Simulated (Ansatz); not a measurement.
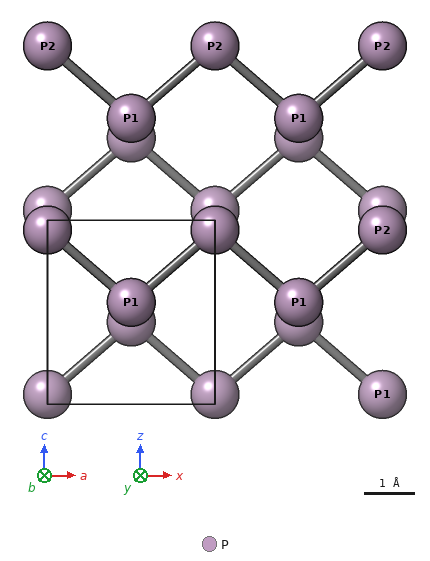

A crystal of P (Imma): the ratio of the cell's length along z to its lengths across, counted as 1 for the reference, is changed at fixed volume (a c/a path), with the atoms kept at their fractional coordinates. x, y and z are the Cartesian axes of the input. The picture shows the reference cell. Style: ball-and-stick. Shown: the conventional cell (2 times the calculation's cell), repeated 2 × 1 × 2 with one cell outlined, along the b axis. Lengths and directions refer to the drawn axes.

These are results of DFT r2SCAN, scalar-relativistic, plane waves, PAW in Ansatz, not measurements. (plane-wave cutoff 500 eV; k-point mesh 20 × 20 × 20; occupations gaussian; smearing width 0.15 eV; no spin polarisation). Energies (free energies at the smearing named) are counted from the cell as listed in its source, which wasn't relaxed.

```
P
1.0
    -1.69151    2.51517    1.85894
     1.69151   -2.51517    1.85894
     1.69151    2.51517   -1.85894
P
2
Cartesian
  0.0000 3.7727 0.1982
  1.6915 -1.2576 1.6607
```

Give the energy at each point (the relative ratio: 0.80, 0.85, 0.92, 0.96, 1.00, 1.05, 1.10, 1.20, 1.30).

Answer.
| axial ratio over its reference value | energy change (meV/atom) |
| --- | --- |
| 0.80 | 271.5 |
| 0.85 | 151.0 |
| 0.92 | 40.8 |
| 0.96 | 9.9 |
| 1.00 | 0.0 |
| 1.05 | 12.2 |
| 1.10 | 43.0 |
| 1.20 | 135.8 |
| 1.30 | 255.7 |

The lowest computed point lies at the relative ratio 1.00 (0.0 meV/atom). The end points stand at 271.5 meV/atom (0.80) and 255.7 meV/atom (1.30). The unrelaxed reference is under a pressure of 1.6 GPa. The distortion keeps the space group Imma. At the relative ratio 1.30 the cell of the drawing goes a 3.383 → 3.100 Å, b 5.030 → 4.609 Å, c 3.718 → 4.429 Å.
